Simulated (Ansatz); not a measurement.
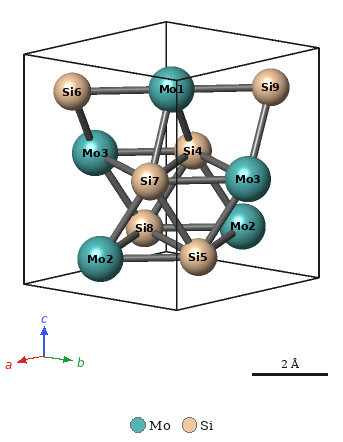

The structure as given in the input (ball-and-stick view of the cell of the calculation, seen at an oblique angle; atoms are numbered from 1 in the order of the input). An atom can appear more than once, as a periodic image. Near neighbours in the periodic cell (some may lie outside the picture): Mo has 10 Si at 2.57 to 2.67 Å; Si has 5 Mo at 2.57 to 2.67 Å and 5 Si at 2.55 to 2.67 Å.

# MoSi₂: one change and its effect

System: MoSi₂ (9 atoms in the cell).
Method of run 1: Kohn-Sham DFT of a periodic cell, RPBE with D3(BJ), Ansatz PAW, no spin polarisation (Ansatz 0.2.0).

The structure derives from a Materials Project entry. Text and figures count atoms from 1; the logs count them from 0 in places.

**The input, run 1**
```yaml
crystal:
  lattice:
    - [4.5854715599, 0.0, 0.0]
    - [-2.29273578, 3.9711348592, 0.0]
    - [0.0, 0.0, 6.5797601]
  atoms:
    - { symbol: Mo, position: [0.5, 0.5, 0.8333333333] }
    - { symbol: Mo, position: [0.0, 0.5, 0.1666666667] }
    - { symbol: Mo, position: [0.5, 0.0, 0.5] }
    - { symbol: Si, position: [0.16387298, 0.32774596, 0.5] }
    - { symbol: Si, position: [0.67225404, 0.83612702, 0.1666666667] }
    - { symbol: Si, position: [0.83612702, 0.16387298, 0.8333333333] }
    - { symbol: Si, position: [0.83612702, 0.67225404, 0.5] }
    - { symbol: Si, position: [0.32774596, 0.16387298, 0.1666666667] }
    - { symbol: Si, position: [0.16387298, 0.83612702, 0.8333333333] }
hamiltonian:
  xc: rpbe
  pseudopotentials: { kind: paw }
  dispersion: d3bj
kpoints:
  mp_grid: { grid: [7, 7, 4] }
scf:
  occupations: { method: fermi_dirac, width: 0.05 }
output:
  forces: true
  stress: true
  eigenvalues: true
relax:
  f_tol: 0.01
  max_steps: 40
  cell: { stress_tol: 0.05 }
```

Launched with:
```bash
ansatz run input.yaml --threads 4 --pin off --max-ram 11264MiB --backend cpu --events-out ev --progress --plain --runs-dir out
```

Hardware: 4 threads of Arm Neoverse V1, 24 GiB of memory available, shared host.

**Output, shortened to warnings, some set-up lines, iterations and results (run 1)**
```
Basis set: ecut = 420 eV, 2331 PW (Γ), exchange–correlation on 64×64×90 points (8 copies of the dense FFT grid, shifted against one another)
Symmetry: 12 space group operations
k-points: 24 of 196 (time reversal used)
Initial density: superposition of atomic densities (neutral atoms: chi_scale 0, normalization atom), corrected by the library's trained network
[...]
SCF iter   1: F=—  HF=-18752.818640 eV  |F-HF|=—  |Δ(HF+E_count)|=         —  Δρ=8.16e-3  dr2=9.00e-2  ethr=1.77e-3  ⟨swp⟩=7.5  Hψ=4450  notcnv=0
SCF iter   2: F=—  HF=-18752.809886 eV  |F-HF|=—  |Δ(HF+E_count)|=   8.75e-3  Δρ=3.93e-3  dr2=1.42e-2  ethr=1.36e-4  ⟨swp⟩=1.5  Hψ=1224  notcnv=0  defer=3
SCF iter   3: F=—  HF=-18752.808834 eV  |F-HF|=—  |Δ(HF+E_count)|=   1.05e-3  Δρ=8.43e-4  dr2=5.13e-4  ethr=2.16e-5  ⟨swp⟩=2.0  Hψ=1209  notcnv=0  defer=3
SCF iter   4: F=—  HF=-18752.808795 eV  |F-HF|=—  |Δ(HF+E_count)|=   3.94e-5  Δρ=9.17e-5  dr2=6.77e-6  ethr=7.77e-7  ⟨swp⟩=2.6  Hψ=1504  notcnv=0  defer=3
SCF iter   5: F=—  HF=-18752.808723 eV  |F-HF|=—  |Δ(HF+E_count)|=   7.19e-5  Δρ=9.72e-6  dr2=9.14e-8  ethr=1.03e-8  ⟨swp⟩=2.1  Hψ=1457  notcnv=0  defer=3
[... 30 lines ...]
SCF iter   4: F=—  HF=-18754.491731 eV  |F-HF|=—  |Δ(HF+E_count)|=   1.19e-8  Δρ=1.49e-6  dr2=1.05e-9  ethr=2.07e-11  ⟨swp⟩=2.2  Hψ=1500  notcnv=0
SCF iter   5: F=-18754.491731 eV  HF=-18754.491731 eV  |F-HF|=0.00e0  |Δ(HF+E_count)|=  1.96e-10  Δρ=1.18e-7  dr2=7.19e-12  ethr=1.60e-12  ⟨swp⟩=2.1  Hψ=1802  notcnv=0
SCF iter   6: F=-18754.491731 eV  HF=-18754.491731 eV  |F-HF|=3.64e-12  |Δ(HF+E_count)|=  3.64e-12  Δρ=1.62e-8  dr2=1.71e-13  ethr=1.00e-12  ⟨swp⟩=2.5  Hψ=2986  notcnv=0
SCF 5 converged in 6 iterations: F = -18754.491731 eV  dr2 = 1.71e-13
relax step   5: F+E_penalty+E_count = -18754.49173095 eV  Δ(F+E_penalty+E_count) = +3.638e-3 eV  max|allowed force component| = 1.026e-3 eV/Å  Δτ_max = 0.0000 Å  P = -0.017 …
basis re-selected at this cell: Δ(F+E_penalty+E_count) = +3.638e-3 eV, ΔP = -0.012 GPa vs the last step (what re-selecting the basis moved, of the pressure what is left beyond the Pulay correction that the steps carried, after the strain that the cell walked since its last selection, with what the …
SCF converged after 6 iterations
Free energy (F): -18754.491731 eV
Harris-Foulkes:  -18754.491731 eV  (|F-HF|=3.64e-12)
Internal energy: -18754.489841 eV  (E = F + TS)
E sigma→0 (E₀):  -18754.490786 eV
Entropy (-TS):   -0.001889 eV (-0.210 meV/atom)
Fermi energy:    19.494792 eV
--- Per-component energies (eV) ---
  E_band       = 36.120429
  E_kinetic    = 1639.658709
  E_local      = -3135.732342  (includes V_loc(G=0)·N_el)
  E_nonlocal   = 580.705936
  E_hartree    = 1203.219281
  E_xc         = -912.415771
  E_vxc        = -1007.362590  (∫ρ·V_xc dr)
  E_paw        = -12722.466359  (= ΣΔE_a)
  E_vpaw       = -447.588028  (= ΣTr[D̂ρ^β])
  E_aug_tail   = 0.000165  (compensation charges beyond the density's cutoff)
  E_ewald      = -5376.607161
  E_disp       = -30.435153  (pairwise vdW)
  E_core_change = -0.417147  (= ΣΔE_core)
  E_smearing   = -0.001889  (= −TS)
  E_closure    = 0.000000  (closes the sum)
  Σ components = -18754.491731   (vs F -18754.491731, Δ=0.00e0)
--- Forces (eV/Å), atoms counted from 1 ---
  atom   1  Mo    -0.00000000    -0.00000000     0.00000000
  atom   2  Mo     0.00000000    -0.00000000    -0.00000000
  atom   3  Mo    -0.00000000    -0.00000000    -0.00000000
  atom   4  Si    -0.00000000     0.00102562     0.00000000
  atom   5  Si    -0.00088822    -0.00051281     0.00000000
  atom   6  Si    -0.00088822     0.00051281    -0.00000000
  atom   7  Si     0.00000000    -0.00102562     0.00000000
  atom   8  Si     0.00088822     0.00051281     0.00000000
  atom   9  Si     0.00088822    -0.00051281    -0.00000000
  max |Σ_I F_I| component: 2.90e-16 eV/Å
--- Stress (GPa, compression-positive) ---
       -0.010372      -0.000000       0.000000
       -0.000000      -0.010372      -0.000000
        0.000000      -0.000000      -0.029423
  P = ⅓ Tr σ = -0.0167 GPa (-0.167 kbar)
[...]
```

For run 2 the input was changed thus:
```diff
-  dispersion: d3bj
+  dispersion: d4
```

What does this change do to the results?

The total energies belong to different models, so their difference says nothing on which is more stable or more accurate. The gap on the mesh goes from 0.24 to 0.27 eV. The volume per atom goes from 11.63 to 12.93 Å³. The number of SCF iterations is the same.

**Output, shortened to warnings, some set-up lines, iterations and results (run 2)**
```
Basis set: ecut = 420 eV, 2331 PW (Γ), exchange–correlation on 64×64×90 points (8 copies of the dense FFT grid, shifted against one another)
Symmetry: 12 space group operations
k-points: 24 of 196 (time reversal used)
Initial density: superposition of atomic densities (neutral atoms: chi_scale 0, normalization atom), corrected by the library's trained network
[...]
SCF iter   1: F=—  HF=-18736.309668 eV  |F-HF|=—  |Δ(HF+E_count)|=         —  Δρ=8.16e-3  dr2=9.00e-2  ethr=1.77e-3  ⟨swp⟩=7.5  Hψ=4450  notcnv=0
SCF iter   2: F=—  HF=-18736.300914 eV  |F-HF|=—  |Δ(HF+E_count)|=   8.75e-3  Δρ=3.93e-3  dr2=1.42e-2  ethr=1.36e-4  ⟨swp⟩=1.5  Hψ=1224  notcnv=0  defer=3
SCF iter   3: F=—  HF=-18736.299862 eV  |F-HF|=—  |Δ(HF+E_count)|=   1.05e-3  Δρ=8.43e-4  dr2=5.13e-4  ethr=2.16e-5  ⟨swp⟩=2.0  Hψ=1209  notcnv=0  defer=3
SCF iter   4: F=—  HF=-18736.299823 eV  |F-HF|=—  |Δ(HF+E_count)|=   3.94e-5  Δρ=9.17e-5  dr2=6.77e-6  ethr=7.77e-7  ⟨swp⟩=2.6  Hψ=1504  notcnv=0  defer=3
SCF iter   5: F=—  HF=-18736.299751 eV  |F-HF|=—  |Δ(HF+E_count)|=   7.19e-5  Δρ=9.72e-6  dr2=9.14e-8  ethr=1.03e-8  ⟨swp⟩=2.1  Hψ=1457  notcnv=0  defer=3
[... 30 lines ...]
SCF iter   4: F=—  HF=-18736.368281 eV  |F-HF|=—  |Δ(HF+E_count)|=  4.91e-10  Δρ=7.56e-7  dr2=2.64e-10  ethr=6.43e-12  ⟨swp⟩=2.0  Hψ=1260  notcnv=0
SCF iter   5: F=-18736.368281 eV  HF=-18736.368281 eV  |F-HF|=3.64e-12  |Δ(HF+E_count)|=  1.38e-10  Δρ=1.42e-7  dr2=1.04e-11  ethr=1.00e-12  ⟨swp⟩=1.0  Hψ=1008  notcnv=0
SCF iter   6: F=-18736.368281 eV  HF=-18736.368281 eV  |F-HF|=3.64e-12  |Δ(HF+E_count)|=  3.64e-12  Δρ=1.26e-8  dr2=1.46e-13  ethr=1.00e-12  ⟨swp⟩=2.5  Hψ=3064  notcnv=0
SCF 5 converged in 6 iterations: F = -18736.368281 eV  dr2 = 1.46e-13
relax step   5: F+E_penalty+E_count = -18736.36828107 eV  Δ(F+E_penalty+E_count) = +8.651e-4 eV  max|allowed force component| = 1.658e-3 eV/Å  Δτ_max = 0.0000 Å  P = -0.008 …
basis re-selected at this cell: Δ(F+E_penalty+E_count) = +8.651e-4 eV, ΔP = -0.003 GPa vs the last step (what re-selecting the basis moved, of the pressure what is left beyond the Pulay correction that the steps carried, after the strain that the cell walked since its last selection, with what the …
SCF converged after 6 iterations
Free energy (F): -18736.368281 eV
Harris-Foulkes:  -18736.368281 eV  (|F-HF|=3.64e-12)
Internal energy: -18736.366709 eV  (E = F + TS)
E sigma→0 (E₀):  -18736.367495 eV
Entropy (-TS):   -0.001572 eV (-0.175 meV/atom)
Fermi energy:    17.336591 eV
--- Per-component energies (eV) ---
  E_band       = -89.583446
  E_kinetic    = 1605.226844
  E_local      = -3357.974937  (includes V_loc(G=0)·N_el)
  E_nonlocal   = 573.960878
  E_hartree    = 1262.132016
  E_xc         = -900.152246
  E_vxc        = -990.956431  (∫ρ·V_xc dr)
  E_paw        = -12719.442961  (= ΣΔE_a)
  E_vpaw       = -444.103914  (= ΣTr[D̂ρ^β])
  E_aug_tail   = 0.000101  (compensation charges beyond the density's cutoff)
  E_ewald      = -5189.481826
  E_disp       = -10.217431  (pairwise vdW)
  E_core_change = -0.417147  (= ΣΔE_core)
  E_smearing   = -0.001572  (= −TS)
  E_closure    = -0.000000  (closes the sum)
  Σ components = -18736.368281   (vs F -18736.368281, Δ=0.00e0)
--- Forces (eV/Å), atoms counted from 1 ---
  atom   1  Mo     0.00000000     0.00000000     0.00000000
  atom   2  Mo    -0.00000000    -0.00000000    -0.00000000
  atom   3  Mo     0.00000000     0.00000000    -0.00000000
  atom   4  Si     0.00000000    -0.00165847     0.00000000
  atom   5  Si     0.00143628     0.00082923     0.00000000
  atom   6  Si     0.00143628    -0.00082923     0.00000000
  atom   7  Si    -0.00000000     0.00165847     0.00000000
  atom   8  Si    -0.00143628    -0.00082923     0.00000000
  atom   9  Si    -0.00143628     0.00082923    -0.00000000
  max |Σ_I F_I| component: 4.53e-17 eV/Å
--- Stress (GPa, compression-positive) ---
       -0.010252      -0.000000      -0.000000
       -0.000000      -0.010252      -0.000000
       -0.000000      -0.000000      -0.004961
  P = ⅓ Tr σ = -0.0085 GPa (-0.085 kbar)
--- Relaxed structure (4 steps of the walk, 4 accepted, 1 SCFs on fresh bases) ---
[...]
```

**The two runs side by side**

| quantity | run 1 | run 2 |
| --- | --- | --- |
| outcome | converged | converged |
| free energy per atom (eV) | −2083.8324 | −2081.8187 |
| gap on the mesh (eV) | 0.24 | 0.27 |
| pressure (GPa) | −0.02 | −0.01 |
| volume per atom (Å³) | 11.63 | 12.93 |
| largest force (eV/Å) | 0.001 | 0.002 |
| SCF iterations | 30 | 30 |
| irreducible k-points | 24 | 24 |
| wall time (shared host) | 18 s | 21 s |

For both runs: Points of doubt noted for this run: forces on files of another functional.
